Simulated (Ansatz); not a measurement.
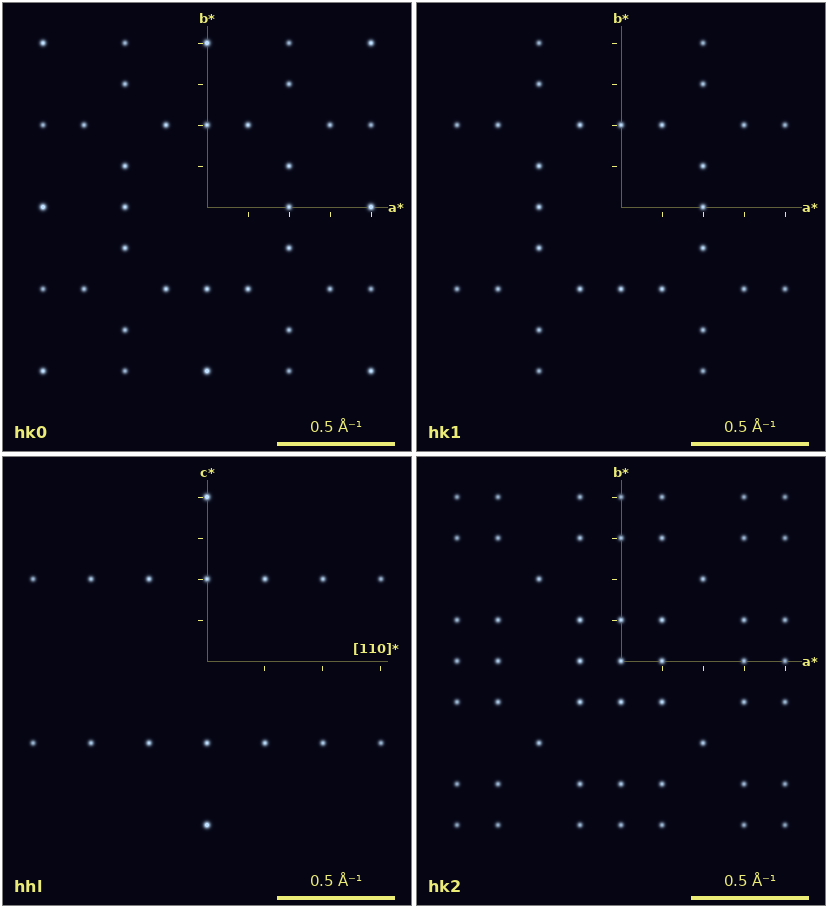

Simulated precession-type sections (X-rays; kinematic intensities, B = 0.5 Å²). The ticks mark integer indices of the conventional cell.

The compound is Cd. Structure: the input geometry of an electronic-structure calculation (not necessarily at equilibrium); the starting structure was generated, so it need not be a known form of this composition.

### Read the reciprocal cell and give the direct cell.

a* = 0.175, b* = 0.175, c* = 0.175 Å⁻¹; the cell is cubic with a = 5.71 Å.

### Which reflection conditions do the layers show?

Reflections are present only under these conditions. hkl: no condition; hk0: no condition; hhl: l = 2n; h00: h = 2n. The lattice is primitive (P). Further gaps, such as 0 4 1, 4 0 1, 1 4 0, come from atoms on special positions, not from the group's general conditions. A few very weak reflections are below the display threshold.

### Which space groups fit?

The intensities have Laue symmetry m-3m (the hk0 layer shows 4mm, hk1 shows 4mm). With these conditions the candidates are P-43n (No. 218), Pm-3n (No. 223). Diffraction geometry alone does not choose among them; the structure has Pm-3n.
